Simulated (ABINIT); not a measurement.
## Run report: WC, single-point calculation

The run: single-point calculation of WC (P-6m2, 2 atoms in the cell). Method and program: Kohn-Sham DFT of a periodic cell, RPBE, JTH PAW PBE v2.0, no spin polarisation (ABINIT 10.8.3).

The structure derives from an entry of the Crystallography Open Database.

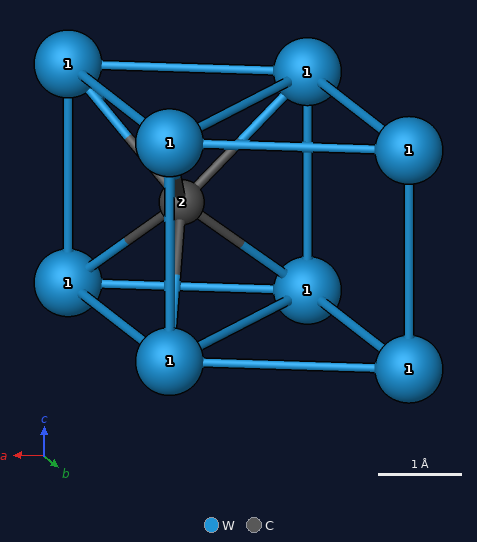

**Figure 1.** The structure (ball-and-stick view of the cell of the calculation, seen at an oblique angle; atoms are numbered from 1 in the order of the input). An atom can appear more than once, as a periodic image. Near neighbours in the periodic cell (some may lie outside the picture): W has 6 C at 2.20 Å and 8 W at 2.84 to 2.91 Å; C has 6 W at 2.20 Å.

The input:
```
# Pseudopotentials
pp_dirpath "./"
pseudos "W.GGA_PBE-JTH.xml, C.GGA_PBE-JTH.xml"

# Structure
acell 3*1.0
rprim
     5.4924889812     0.0000000000     0.0000000000
    -2.7462444906     4.7566349877     0.0000000000
     0.0000000000     0.0000000000     5.3603971251
ntypat 2
znucl 74 6
natom 2
typat 1 2
xred
     0.0000000000     0.0000000000     0.0000000000
     0.6666666667     0.3333333333     0.5000000000

# Plane-wave basis
ecut 19.0
pawecutdg 38.0
pawxcdev 0

# k points
kptopt 1
ngkpt 8 8 7
nshiftk 1
shiftk 0.0 0.0 0.0

# Exchange and correlation
ixc 15

# Bands and occupations
nband 13
occopt 4
tsmear 0.00183747

# SCF cycle
nstep 100
tolvrs 1.0e-9

# Output
iomode 3
prtwf 0
prtden 0
prteig 0
prtebands 0
enunit 1
```

Run as:
```bash
abinit run.abi > log 2>&1
```

The program's output:
```
.Version 10.8.3 of ABINIT
 Symmetries : space group P-6 m 2 (#187); Bravais hP (primitive hexag.)
================================================================================
 Values of the parameters that define the memory need of the present run
     intxc =       0    ionmov =       0      iscf =      17    lmnmax =      18
     lnmax =       6     mgfft =      24  mpssoang =       3    mqgrid =    3001
     natom =       2  nloc_mem =       2    nspden =       1   nspinor =       1
    nsppol =       1      nsym =      12    n1xccc =       1    ntypat =       2
    occopt =       4   xclevel =       2
       mpw =         574          nfft =       13824          nkpt =          40
 PAW method is used; the additional fine FFT grid is defined by:
   mgfftf=        32    nfftf =     30720
================================================================================
================================================================================

--------------------------------------------------------------------------------
------------- Echo of variables that govern the present computation ------------
--------------------------------------------------------------------------------
 -outvars: echo values of preprocessed input variables --------
            acell      1.0000000000E+00  1.0000000000E+00  1.0000000000E+00 Bohr
              amu      1.83850000E+02  1.20110000E+01
             ecut      1.90000000E+01 Hartree
           enunit           1
              ixc          15
         kptrlatt        8    0    0      0    8    0      0    0    7
          kptrlen      3.75227799E+01
            natom           2
            nband          13
            ngfft          24      24      24
          ngfftdg          32      32      30
             nkpt          40
            nstep         100
             nsym          12
           ntypat           2
           occopt           4
        pawecutdg      3.80000000E+01 Hartree
         pawxcdev           0
           prtden           0
        prtebands           0
           prteig           0
            prtwf           0
            rprim      5.4924889812E+00  0.0000000000E+00  0.0000000000E+00
                      -2.7462444906E+00  4.7566349877E+00  0.0000000000E+00
                       0.0000000000E+00  0.0000000000E+00  5.3603971251E+00
          spgroup         187
           tolvrs      1.00000000E-09
           tsmear      1.83747000E-03 Hartree
            typat      1  2
           useylm           1
           xangst      0.0000000000E+00  0.0000000000E+00  0.0000000000E+00
                       1.4532499990E+00  8.3903427812E-01  1.4182999990E+00
            xcart      0.0000000000E+00  0.0000000000E+00  0.0000000000E+00
                       2.7462444906E+00  1.5855449959E+00  2.6801985626E+00
             xred      0.0000000000E+00  0.0000000000E+00  0.0000000000E+00
                       6.6666666667E-01  3.3333333333E-01  5.0000000000E-01
            znucl       74.00000    6.00000

================================================================================

 chkinp: Checking input parameters for consistency.

================================================================================
== DATASET  1 ==================================================================

--- !DatasetInfo
iteration_state: {dtset: 1, }
dimensions: {natom: 2, nkpt: 40, mband: 13, nsppol: 1, nspinor: 1, nspden: 1, mpw: 574, }
cutoff_energies: {ecut:  19.0, pawecutdg:  38.0, }
electrons: {nelect:   1.80000000E+01, charge:   0.00000000E+00, occopt:   4.00000000E+00, tsmear:   1.83747000E-03, }
meta: {optdriver: 0, ionmov: 0, optcell: 0, iscf: 17, paral_kgb: 0, }
...

 Exchange-correlation functional for the present dataset will be:
  GGA: RPBE functional - ixc=15
  Hammer, L. B. Hansen, and J. K. Norskov, PRB 59, 7413 (1999)

 Real(R)+Recip(G) space primitive vectors, cartesian coordinates (Bohr,Bohr^-1):
 R(1)=  5.4924890  0.0000000  0.0000000  G(1)=  0.1820668  0.1051163  0.0000000
 R(2)= -2.7462445  4.7566350  0.0000000  G(2)=  0.0000000  0.2102327  0.0000000
 R(3)=  0.0000000  0.0000000  5.3603971  G(3)=  0.0000000  0.0000000  0.1865533
 Unit cell volume ucvol=  1.4004448E+02 bohr^3
 Angles (23,13,12)=  9.00000000E+01  9.00000000E+01  1.20000000E+02 degrees

 Coarse grid specifications (used for wave-functions):

 getcut: wavevector=  0.0000  0.0000  0.0000  ngfft=  24  24  24
         ecut(hartree)=     19.000   => boxcut(ratio)=   2.22690

 getcut : COMMENT -
  Note that boxcut > 2.2 ; recall that boxcut=Gcut(box)/Gcut(sphere) = 2
  is sufficient for exact treatment of convolution.
  Such a large boxcut is a waste : you could raise ecut
  e.g. ecut=   23.555583 Hartrees makes boxcut=2

 Fine grid specifications (used for densities):

 getcut: wavevector=  0.0000  0.0000  0.0000  ngfft=  32  32  30
         ecut(hartree)=     38.000   => boxcut(ratio)=   2.01682

--- Pseudopotential description ------------------------------------------------
- pspini: atom type   1  psp file is ./W.GGA_PBE-JTH.xml
 Pseudopotential format is: paw10
 basis_size (lnmax)=  6 (lmn_size= 18), orbitals=   0   0   1   1   2   2
 Spheres core radius: rc_sph= 2.41188978
 Shapefunction is BESSEL type: shapef(r,l)=aa(1,l)*jl(q(1,l)*r)+aa(2,l)*jl(q(2,l)*r)
 Radius for shape functions =  2.10354610
 Compensation charge density is not taken into account in XC energy/potential

- pspini: atom type   2  psp file is ./C.GGA_PBE-JTH.xml
 Pseudopotential format is: paw10
 basis_size (lnmax)=  4 (lmn_size=  8), orbitals=   0   0   1   1
 Spheres core radius: rc_sph= 1.50736703
 Shapefunction is SIN type: shapef(r)=[sin(pi*r/rshp)/(pi*r/rshp)]**2
 Radius for shape functions =  1.30052589
 Compensation charge density is not taken into account in XC energy/potential

   9.26042540E+02                                ecore*ucvol(ha*bohr**3)
--------------------------------------------------------------------------------

================================================================================

--- !BeginCycle
iteration_state: {dtset: 1, }
solver: {iscf: 17, nstep: 100, nline: 4, wfoptalg: 10, }
tolerances: {tolvrs: 1.00E-09, }
...

     iter   Etot(hartree)      deltaE(h)  residm     nres2
 ETOT  1  -72.187159458775    -7.219E+01 1.479E+01 7.715E+00
 ETOT  2  -74.704659327631    -2.517E+00 4.922E-02 5.749E+00
 ETOT  3  -74.682407699089     2.225E-02 2.736E-02 9.286E-01
 ETOT  4  -74.681279055525     1.129E-03 1.328E-02 3.177E-01
 ETOT  5  -74.680056710627     1.222E-03 7.594E-04 1.538E-02
 ETOT  6  -74.680164570129    -1.079E-04 7.518E-04 2.636E-03
 ETOT  7  -74.680174190644    -9.621E-06 1.028E-04 1.339E-04
 ETOT  8  -74.680174863865    -6.732E-07 2.249E-04 4.660E-05
 ETOT  9  -74.680174631125     2.327E-07 3.882E-05 8.647E-07
 ETOT 10  -74.680174642318    -1.119E-08 5.306E-05 5.284E-07
 ETOT 11  -74.680174641132     1.187E-09 8.393E-06 2.103E-07
 ETOT 12  -74.680174639993     1.139E-09 1.274E-05 7.033E-10

 At SCF step   12       nres2   =  7.03E-10 < tolvrs=  1.00E-09 =>converged.

 Cartesian components of stress tensor (hartree/bohr^3)
  sigma(1 1)= -3.55077543E-04  sigma(3 2)=  0.00000000E+00
  sigma(2 2)= -3.55077543E-04  sigma(3 1)=  0.00000000E+00
  sigma(3 3)= -3.58181950E-04  sigma(2 1)=  0.00000000E+00

--- !ResultsGS
iteration_state: {dtset: 1, }
comment   : Summary of ground state results
lattice_vectors:
- [  5.4924890,   0.0000000,   0.0000000, ]
- [ -2.7462445,   4.7566350,   0.0000000, ]
- [  0.0000000,   0.0000000,   5.3603971, ]
lattice_lengths: [   5.49249,    5.49249,    5.36040, ]
lattice_angles: [ 90.000,  90.000, 120.000, ] # degrees, (23, 13, 12)
lattice_volume:   1.4004448E+02
convergence: {deltae:  1.139E-09, res2:  7.033E-10, residm:  1.274E-05, diffor: null, }
etotal    :  -7.46801746E+01
entropy   :   0.00000000E+00
fermie    :   3.75846160E-01
cartesian_stress_tensor: # hartree/bohr^3
- [ -3.55077543E-04,   0.00000000E+00,   0.00000000E+00, ]
- [  0.00000000E+00,  -3.55077543E-04,   0.00000000E+00, ]
- [  0.00000000E+00,   0.00000000E+00,  -3.58181950E-04, ]
pressure_GPa:   1.0477E+01
xred      :
- [  0.0000E+00,   0.0000E+00,   0.0000E+00,  W]
- [  6.6667E-01,   3.3333E-01,   5.0000E-01,  C]
cartesian_forces: # hartree/bohr
- [  9.80482704E-29,  -5.66081953E-29,  -0.00000000E+00, ]
- [ -9.80482704E-29,   5.66081953E-29,  -0.00000000E+00, ]
force_length_stats: {min:   1.13216391E-28, max:   1.13216391E-28, mean:   1.13216391E-28, }
...

 Integrated electronic density in atomic spheres:
 ------------------------------------------------
 Atom  Sphere_radius  Integrated_density
    1        2.41189         11.86637993
    2        1.50737          2.48003692

================================================================================

 ----iterations are completed or convergence reached----

 Mean square residual over all n,k,spin=   36.275E-09; max=  12.743E-06
 reduced coordinates (array xred) for    2 atoms
       0.000000000000      0.000000000000      0.000000000000
       0.666666666667      0.333333333333      0.500000000000
 rms dE/dt=  1.3905E-27; max dE/dt=  2.1541E-27; dE/dt below (all hartree)
    1      -0.000000000000      0.000000000000      0.000000000000
    2      -0.000000000000      0.000000000000      0.000000000000

 cartesian coordinates (angstrom) at end:
    1      0.00000000000000     0.00000000000000     0.00000000000000
    2      1.45324999900754     0.83903427812236     1.41829999903425

 cartesian forces (hartree/bohr) at end:
    1      0.00000000000000    -0.00000000000000    -0.00000000000000
    2     -0.00000000000000     0.00000000000000    -0.00000000000000
 frms,max,avg= 6.5365514E-29 9.8048270E-29   0.000E+00  0.000E+00  0.000E+00 h/b

 cartesian forces (eV/Angstrom) at end:
    1      0.00000000000000    -0.00000000000000    -0.00000000000000
    2     -0.00000000000000     0.00000000000000    -0.00000000000000
 frms,max,avg= 3.3612299E-27 5.0418448E-27   0.000E+00  0.000E+00  0.000E+00 e/A
 length scales=  1.000000000000  1.000000000000  1.000000000000 bohr
              =  0.529177210544  0.529177210544  0.529177210544 angstroms
 Fermi (or HOMO) energy (eV) =  10.22730   Average Vxc (eV)= -13.51432
 Eigenvalues (   eV  ) for nkpt=  40  k points:
 kpt#   1, nband= 13, wtk=  0.00223, kpt=  0.0000  0.0000  0.0000 (reduced coord)
 -63.98463  -27.96628  -27.84860  -27.84860   -4.44944    5.74723    6.73689    6.73689
  10.15626   13.31346   13.31346   15.71032   15.71042
 prteigrs : prtvol=0 or 1, do not print more k-points.

--- !EnergyTerms
iteration_state     : {dtset: 1, }
comment             : Components of total free energy in Hartree
kinetic             :  1.01001418098330E+01
hartree             :  1.07247388351146E+01
xc                  : -9.85447259985544E+00
Ewald energy        : -6.60113243272677E+01
psp_core            :  6.61248883072316E+00
local_psp           : -3.06587603200013E+01
PAW spherical_terms :  4.40702736991332E+00
internal            : -7.46801604015404E+01
'-kT*entropy'       : -5.00796742240968E-06
total_energy        : -7.46801654095078E+01
total_energy_eV     : -2.03215082587187E+03
...

--- !EnergyTermsDC
iteration_state     : {dtset: 1, }
comment             : '"Double-counting" decomposition of free energy'
band_energy         : -9.13818484298210E+00
Ewald energy        : -6.60113243272677E+01
psp_core            :  6.61248883072316E+00
xc_dc               : -1.40850077828302E+01
PAW spherical_terms :  7.94185849033144E+00
internal            : -7.46801696320254E+01
'-kT*entropy'       : -5.00796742240968E-06
total_energy_dc     : -7.46801746399929E+01
total_energy_dc_eV  : -2.03215107704616E+03
...

--- !EnergyTermsWithPAWCore
iteration_state     : {dtset: 1, }
comment             : 'Components of total free energy, including PAW core contributions'
Total energy        : -1.61815597209900E+04
Total energy DC     : -1.61815597302205E+04
Total energy (eV)   : -4.40322671630267E+05
Total energy DC (eV): -4.40322671881442E+05
...

 Cartesian components of stress tensor (hartree/bohr^3)
  sigma(1 1)= -3.55077543E-04  sigma(3 2)=  0.00000000E+00
  sigma(2 2)= -3.55077543E-04  sigma(3 1)=  0.00000000E+00
  sigma(3 3)= -3.58181950E-04  sigma(2 1)=  0.00000000E+00

-Cartesian components of stress tensor (GPa)         [Pressure=  1.0477E+01 GPa]
- sigma(1 1)= -1.04467420E+01  sigma(3 2)=  0.00000000E+00
- sigma(2 2)= -1.04467420E+01  sigma(3 1)=  0.00000000E+00
- sigma(3 3)= -1.05380768E+01  sigma(2 1)=  0.00000000E+00

== END DATASET(S) ==============================================================
================================================================================

 -outvars: echo values of variables after computation  --------
            acell      1.0000000000E+00  1.0000000000E+00  1.0000000000E+00 Bohr
           etotal     -7.4680174640E+01
            fcart      9.8048270370E-29 -5.6608195292E-29 -0.0000000000E+00
                      -9.8048270370E-29  5.6608195292E-29 -0.0000000000E+00
            rprim      5.4924889812E+00  0.0000000000E+00  0.0000000000E+00
                      -2.7462444906E+00  4.7566349877E+00  0.0000000000E+00
                       0.0000000000E+00  0.0000000000E+00  5.3603971251E+00
           strten     -3.5507754335E-04 -3.5507754285E-04 -3.5818195050E-04
                       0.0000000000E+00  0.0000000000E+00  0.0000000000E+00
           xangst      0.0000000000E+00  0.0000000000E+00  0.0000000000E+00
                       1.4532499990E+00  8.3903427812E-01  1.4182999990E+00
             xred      0.0000000000E+00  0.0000000000E+00  0.0000000000E+00
                       6.6666666667E-01  3.3333333333E-01  5.0000000000E-01
 Calculation completed.
```

Summary:

```json
{"quantity": "outcome", "value": "converged"}
{"quantity": "space group (tolerance 0.01 Å)", "value": "P-6m2 (187)"}
{"quantity": "electrons treated", "value": "18"}
{"quantity": "free energy", "value": "−2032.1511 eV"}
{"quantity": "Fermi energy", "value": "10.227 eV"}
{"quantity": "gap on the k-point mesh", "value": "none (metallic)"}
{"quantity": "pressure", "value": "10.48 GPa"}
{"quantity": "largest force (length of the vector)", "value": "under 0.001 eV/Å"}
{"quantity": "hardware", "value": "1 thread of Arm Neoverse V2, 24 GiB of memory available, shared host"}
{"quantity": "wall time", "value": "9.9 s"}
{"quantity": "peak memory", "value": "0.09 GiB"}
```

Notes:

Spin–orbit coupling is left out, which matters for W. The cell is under a pressure of 10.5 GPa at this level, so it is not at its equilibrium volume.
